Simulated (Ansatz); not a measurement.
**Residual resistivity of an alloy: Re(0001) with 2 layers of random Re-Nb, 2x2**

How strongly does chemical disorder scatter in Re(0001) with 2 layers of random Re-Nb, 2x2?

Program: Ansatz 0.2.0. Level of theory: Ansatz plane-wave DFT, PBE, PAW files; ballistic transport by layer matching (Landauer), zero bias; PAW set soft_1. Results are calculated unless marked as measured.

## Step 1: Starting point

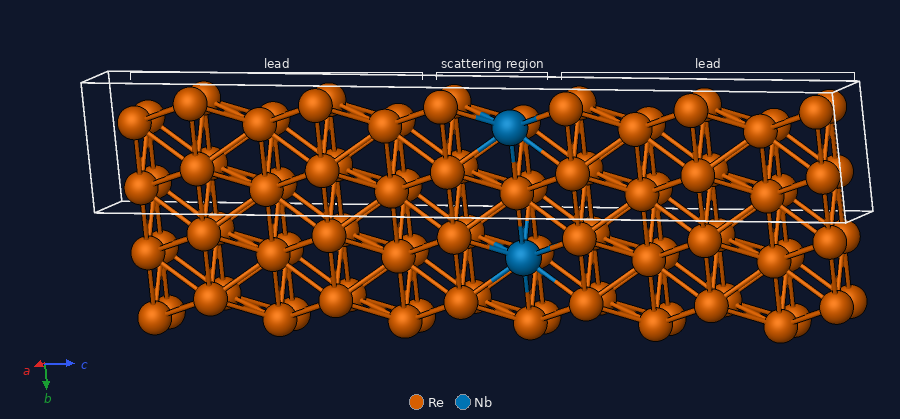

Start, viewed from the side, with the c axis across the page; rhenium orange, niobium blue. 1×2×1 cells are drawn.

The cell holds 48 atoms: 47 Re and 1 Nb. Its edges and angles: a = 5.522 Å, b = 5.522 Å, c = 26.749 Å, α = 90.0°, β = 90.0°, γ = 120.0°. It derives from Re. Regions: lead, 40 atoms (40 Re); scattering region, 8 atoms (7 Re and 1 Nb). The structure is stacked along c, and the current runs across the ab planes.

## Step 2: With 2 alloy layers

In 2 layers a share of 0.125 of the sites is given to Nb at random. The layers about the cell's end stay perfect and serve as the lead. Energies from -0.05 to 0.05 eV in steps of 0.05 eV are too few for the program's thermal sum, so it prints no conductance; for a metal the transmission near the Fermi level serves, at a fraction of the cost.

File input.yaml:

```yaml
crystal:
  lattice:
    - [5.5216, 0.0, 0.0]
    - [-2.7608, 4.7818458695, 0.0]
    - [0.0, 0.0, 26.7492]
  atoms:
    - { symbol: Re, position: [0.1666666667, 0.3333333333, 0.0416666667] }
    - { symbol: Re, position: [0.1666666667, 0.8333333333, 0.0416666667] }
    - { symbol: Re, position: [0.6666666667, 0.3333333333, 0.0416666667] }
    - { symbol: Re, position: [0.6666666667, 0.8333333333, 0.0416666667] }
    - { symbol: Re, position: [0.3333333333, 0.1666666667, 0.125] }
    - { symbol: Re, position: [0.3333333333, 0.6666666667, 0.125] }
    - { symbol: Re, position: [0.8333333333, 0.1666666667, 0.125] }
    - { symbol: Re, position: [0.8333333333, 0.6666666667, 0.125] }
    - { symbol: Re, position: [0.1666666667, 0.3333333333, 0.2083333333] }
    - { symbol: Re, position: [0.1666666667, 0.8333333333, 0.2083333333] }
    - { symbol: Re, position: [0.6666666667, 0.3333333333, 0.2083333333] }
    - { symbol: Re, position: [0.6666666667, 0.8333333333, 0.2083333333] }
    - { symbol: Re, position: [0.3333333333, 0.1666666667, 0.2916666667] }
    - { symbol: Re, position: [0.3333333333, 0.6666666667, 0.2916666667] }
    - { symbol: Re, position: [0.8333333333, 0.1666666667, 0.2916666667] }
    - { symbol: Re, position: [0.8333333333, 0.6666666667, 0.2916666667] }
    - { symbol: Re, position: [0.1666666667, 0.3333333333, 0.375] }
    - { symbol: Re, position: [0.1666666667, 0.8333333333, 0.375] }
    - { symbol: Re, position: [0.6666666667, 0.3333333333, 0.375] }
    - { symbol: Re, position: [0.6666666667, 0.8333333333, 0.375] }
    - { symbol: Re, position: [0.3333333333, 0.1666666667, 0.4583333333] }
    - { symbol: Re, position: [0.3333333333, 0.6666666667, 0.4583333333] }
    - { symbol: Re, position: [0.8333333333, 0.1666666667, 0.4583333333] }
    - { symbol: Re, position: [0.8333333333, 0.6666666667, 0.4583333333] }
    - { symbol: Re, position: [0.1666666667, 0.3333333333, 0.5416666667] }
    - { symbol: Re, position: [0.1666666667, 0.8333333333, 0.5416666667] }
    - { symbol: Nb, position: [0.6666666667, 0.3333333333, 0.5416666667] }
    - { symbol: Re, position: [0.6666666667, 0.8333333333, 0.5416666667] }
    - { symbol: Re, position: [0.3333333333, 0.1666666667, 0.625] }
    - { symbol: Re, position: [0.3333333333, 0.6666666667, 0.625] }
    - { symbol: Re, position: [0.8333333333, 0.1666666667, 0.625] }
    - { symbol: Re, position: [0.8333333333, 0.6666666667, 0.625] }
    - { symbol: Re, position: [0.1666666667, 0.3333333333, 0.7083333333] }
    - { symbol: Re, position: [0.1666666667, 0.8333333333, 0.7083333333] }
    - { symbol: Re, position: [0.6666666667, 0.3333333333, 0.7083333333] }
    - { symbol: Re, position: [0.6666666667, 0.8333333333, 0.7083333333] }
    - { symbol: Re, position: [0.3333333333, 0.1666666667, 0.7916666667] }
    - { symbol: Re, position: [0.3333333333, 0.6666666667, 0.7916666667] }
    - { symbol: Re, position: [0.8333333333, 0.1666666667, 0.7916666667] }
    - { symbol: Re, position: [0.8333333333, 0.6666666667, 0.7916666667] }
    - { symbol: Re, position: [0.1666666667, 0.3333333333, 0.875] }
    - { symbol: Re, position: [0.1666666667, 0.8333333333, 0.875] }
    - { symbol: Re, position: [0.6666666667, 0.3333333333, 0.875] }
    - { symbol: Re, position: [0.6666666667, 0.8333333333, 0.875] }
    - { symbol: Re, position: [0.3333333333, 0.1666666667, 0.9583333333] }
    - { symbol: Re, position: [0.3333333333, 0.6666666667, 0.9583333333] }
    - { symbol: Re, position: [0.8333333333, 0.1666666667, 0.9583333333] }
    - { symbol: Re, position: [0.8333333333, 0.6666666667, 0.9583333333] }
kpoints:
  mp_grid: { grid: [5, 5, 1] }
hamiltonian:
  xc: pbe
  pseudopotentials: { kind: paw, azcp: { folder: soft_1 } }
scf:
  occupations: { method: fermi_dirac, width: 0.1 }
output:
  transmission:
    leads: [[0, 8]]
    kmesh: [10, 10]
    e_range: [-0.05, 0.05]
    de: 0.05
  write_potential: true
  write_density: true
  volumetric_format: npy
```

Command:

```sh
ansatz run input.yaml --threads 4 --pin off --max-ram 15360MiB --backend cpu --events-out ev --progress --plain --runs-dir out
```

Numbers of over 12 decimals in the logs are rounded to 6 here.

What it wrote:

```text
Engine: ansatz 0.2.0, x86_64-unknown-linux-gnu
Pseudopotentials: kind: paw
Pseudopotential: Re, paw, valence charge 15, recommended cutoff 420 eV (normal), soft_1/Re.paw.azcp
Pseudopotential: Nb, paw, valence charge 13, recommended cutoff 420 eV (normal), soft_1/Nb.paw.azcp
Functional definition: PBE
  parameter kappa = 0.804
  parameter beta = 0.066725
  exchange = pbe_x(kappa = kappa, mu = beta*pi^2/3)
  correlation = pbe_c(beta = beta)
Crystal: 48 atoms, lattice volume = 706.271 Å³
Basis set: ecut = 420 eV, 13787 PW (Γ)
Bands: 431, of which v1, the nominal top of the filled ones, is band 359 counted from 1 (358 counted from 0)
Symmetry: 12 space group operations
Space group: P-6m2 (ITA 187), of the structure as read, at distance tolerance 8.9e-5 Å
k-points: 5 of 25 (time reversal used)
Non-local potential: Re, projectors of the file, l = 0: 3, l = 1: 2, l = 2: 2, l = 3: 1
Non-local potential: Nb, projectors of the file, l = 0: 3, l = 1: 2, l = 2: 2, l = 3: 1
PAW form: soft (Blöchl's): semilocal exchange-correlation on the pseudo side does not see the compensation charge
PAW one-centre angular grid: Re, 590 points (default); XC on 64 Gauss nodes
PAW one-centre angular grid: Nb, 590 points (default); XC on 64 Gauss nodes
Initial density: superposition of atomic densities (chi_scale 0.1, normalization cell, long waves 17 % of neutral atoms (reshape's long-wave potential 1.17 eV rms, cloud 3.15 Å wide))
Initial wavefunctions: pseudopotential atomic-orbital guess
Functional: x = pbe(κ = 0.804, μ = 0.219515), c = pbe(β = 0.066725)
SCF iter   1: F=—  HF=-515439.918659 eV  |F-HF|=—  |Δ(HF+E_count)|=         —  Δρ=9.08e-2  dr2=3.63e3  ethr=3.10e-3  ⟨swp⟩=5.0  Hψ=6646  notcnv=0  defer=1
preconditioner: auto → Kerker (q_TF=auto, 2.736 Å⁻¹)  [metal: Δε(μ)=0.002 eV  Ē_g=5.674 eV  σ=0.100 eV  W_gap=0.01  n_scr=268 (ndim 8)  ℏωp=25.5 eV  f_vac=0.000  D(μ)=43.77/eV (n_scr^D=418)]
SCF iter   2: F=—  HF=-515421.245141 eV  |F-HF|=—  |Δ(HF+E_count)|=    1.87e1  Δρ=5.59e-2  dr2=1.63e3  ethr=3.10e-3  ⟨swp⟩=3.0  Hψ=3506  notcnv=0  defer=92
SCF iter   3: F=—  HF=-515409.176448 eV  |F-HF|=—  |Δ(HF+E_count)|=    1.21e1  Δρ=1.16e-2  dr2=4.86e0  ethr=3.10e-3  ⟨swp⟩=3.2  Hψ=5698  notcnv=0  defer=88
SCF iter   4: F=—  HF=-515408.946841 eV  |F-HF|=—  |Δ(HF+E_count)|=   2.30e-1  Δρ=2.97e-3  dr2=5.58e0  ethr=6.77e-4  ⟨swp⟩=2.0  Hψ=2674  notcnv=0  defer=88
SCF iter   5: F=—  HF=-515408.910353 eV  |F-HF|=—  |Δ(HF+E_count)|=   3.65e-2  Δρ=1.18e-3  dr2=9.27e-1  ethr=6.77e-4  ⟨swp⟩=1.0  Hψ=2067  notcnv=0  defer=88
SCF iter   6: F=—  HF=-515408.903640 eV  |F-HF|=—  |Δ(HF+E_count)|=   6.71e-3  Δρ=2.30e-4  dr2=2.74e-2  ethr=1.29e-4  ⟨swp⟩=1.0  Hψ=2067  notcnv=0  defer=88
SCF iter   7: F=—  HF=-515408.903391 eV  |F-HF|=—  |Δ(HF+E_count)|=   2.49e-4  Δρ=3.00e-5  dr2=1.95e-4  ethr=3.82e-6  ⟨swp⟩=1.0  Hψ=2067  notcnv=0  defer=88
SCF iter   8: F=—  HF=-515408.903450 eV  |F-HF|=—  |Δ(HF+E_count)|=   5.94e-5  Δρ=6.57e-6  dr2=7.49e-6  ethr=2.72e-8  ⟨swp⟩=1.0  Hψ=2067  notcnv=0  defer=88
SCF iter   9: F=—  HF=-515408.905049 eV  |F-HF|=—  |Δ(HF+E_count)|=   1.60e-3  Δρ=1.10e-6  dr2=2.64e-8  ethr=1.39e-11  ⟨swp⟩=8.2  Hψ=6285  notcnv=0
SCF iter  10: F=-515408.905049 eV  HF=-515408.905049 eV  |F-HF|=9.31e-10  |Δ(HF+E_count)|=   1.69e-9  Δρ=1.84e-7  dr2=9.73e-10  ethr=3.68e-12  ⟨swp⟩=1.0  Hψ=5152  notcnv=0
SCF 1 converged in 10 iterations: F = -515408.905049 eV  dr2 = 9.73e-10
  greatest PAW one-centre occupation: 1.000 electrons in one spin orbital (limit 2), on the Re atom at site 2 (counted from 0), in its partial waves of l = 0
transmission: 70 of 700 steps passed
transmission: 141 of 700 steps passed
[...]
transmission: 700 of 700 steps passed
SCF converged after 10 iterations
Free energy (F): -515408.905049 eV
Harris-Foulkes:  -515408.905049 eV  (|F-HF|=9.31e-10)
Internal energy: -515407.545442 eV  (E = F + TS)
E sigma→0 (E₀):  -515408.225246 eV
Entropy (-TS):   -1.359607 eV (-28.325 meV/atom)
Fermi energy:    24.016672 eV
--- Per-component energies (eV) ---
  E_band       = -3333.621169
  E_kinetic    = 24982.464132
  E_local      = -36892.475980  (includes V_loc(G=0)·N_el)
  E_nonlocal   = 3863.626680
  E_hartree    = 12904.513983
  E_xc         = -16936.268810
  E_vxc        = -13851.460919  (∫ρ·V_xc dr)
  E_paw        = -412200.846427  (= ΣΔE_a)
  E_vpaw       = -7244.806235  (= ΣTr[D̂ρ^β])
  E_aug_tail   = 0.002440  (compensation charges beyond the density's cutoff)
  E_ewald      = -91128.561461
  E_smearing   = -1.359607  (= −TS)
  E_closure    = 0.000000  (closes the sum)
  Σ components = -515408.905049   (vs F -515408.905049, Δ=0.00e0)
--- Band table (eV; the first three rows and the last of 5) ---
  k-point 0: bands = [... 355 lower, 24.4137, 24.4929, 24.4929, 24.6501, 24.6501, 24.6687, 24.7479, 24.7479, ... 68 higher]
  k-point 1: bands = [... 355 lower, 24.0869, 24.1390, 24.1628, 24.2329, 24.3097, 24.3471, 24.3636, 24.3694, ... 68 higher]
  k-point 2: bands = [... 355 lower, 23.5697, 23.6643, 23.6888, 23.8425, 23.8497, 23.9188, 23.9879, 23.9891, ... 68 higher]
  k-point 4: bands = [... 355 lower, 23.8572, 23.8840, 23.8855, 23.9223, 23.9318, 23.9580, 24.0017, 24.0794, ... 68 higher]
--- Transmission ---
  basis      : 235 plane waves across, 50 finite elements along
  points     : 14, standing for a mesh of 10 x 10
  energies   : 3 from -0.050000 to 0.050000 eV about the Fermi level, 0.050000 eV apart; the leads are filled to 0.000000 eV, and channels, transmission and decay are at 0.000000 eV
  crystal 0  : Re8, at the sites [0, 8], period 4.4582 Å, over 24.52 Å; its Hamiltonian steps by up to 9.6 meV
    offset         : up to 0.0000 Å between an atom of the period and one for which it stands
    channels       : 5.380000e0 a spin
    conductance    : none, the energies end too early or step too widely for 300 K: set another output.transmission.e_range or a lower de, or, where they end at an eighth of basis.ecutwfc, a higher one
  junction   : crystal 0 to crystal 0, 1.53 to 23.82 Å
    transmission   : 4.544603e0 a spin
    conductance    : none, the energies end too early or step too widely for 300 K: set another output.transmission.e_range or a lower de, or, where they end at an eighth of basis.ecutwfc, a higher one
```

Wall time 2.2 min (4 threads of Intel Xeon Platinum 8375C at 2.90GHz (Ice Lake), shared host); peak memory 5.6 GiB; 7.7 min of CPU time.

Numbers from this step:

* free energy: -515408.9050 eV
* energy at zero smearing: -515408.2252 eV
* Fermi energy: 24.02 eV
* cell area: 26.40 Å²
* transmission per spin nearest the Fermi level: 4.545
* open channels per spin nearest the Fermi level: 5.38
* step of the lead's potential: 9.6 meV

Per spin. Table of transmission, zone mean by energy, zero at the Fermi level:

```tsv
energy (eV)	transmission, zone mean
-0.0500	4.45
0.0000	4.54
0.0500	4.28
```

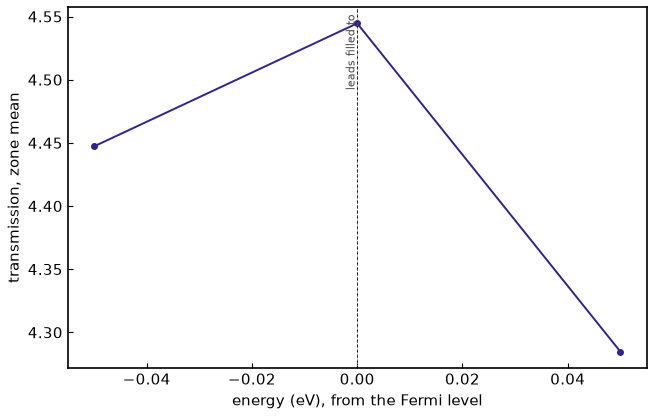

Transmission, zone mean against energy.

Per spin. Open channels, zone mean, lead against energy, zero at the Fermi level:

```tsv
energy (eV)	open channels, zone mean, lead
-0.0500	5.32
0.0000	5.38
0.0500	5.14
```

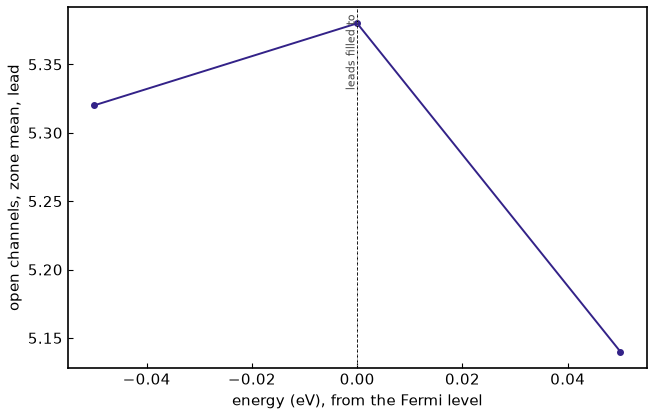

Open channels, zone mean, lead, plotted against energy.

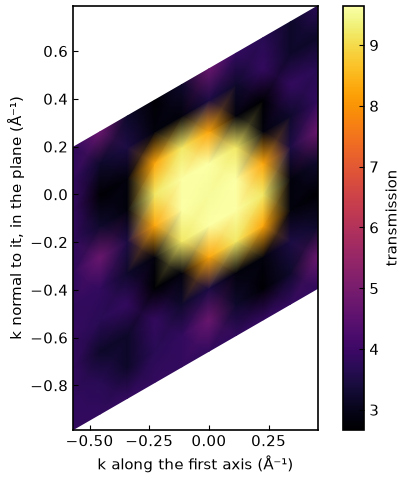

Transmission over k1 and k2. At 0.0000 eV from the Fermi level.

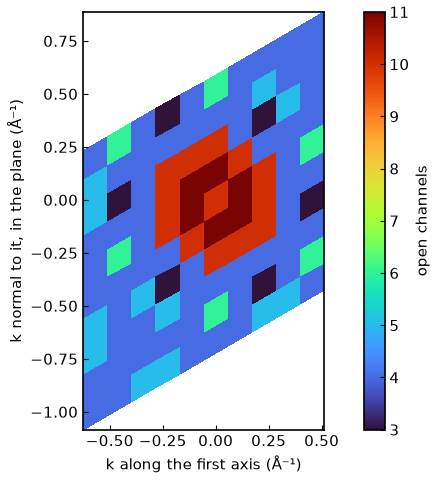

Open channels over k1 and k2. At 0.0000 eV from the Fermi level.

Over the solved energies the transmission per spin lies between 4.28 and 4.54, out of 5.28 channels of the lead on average (up to 5.38).

[end of part 1 of 2]

[Logs are printed without paths, hosts, clocks, repeated set-up lines and the standing remarks that a program may print on its own settings, such as how far it seeks lower states.]

[Hosts, paths, dates, database ids (printed as entryN), source tags and the programs' standing remarks are cut or masked in the printed files.]
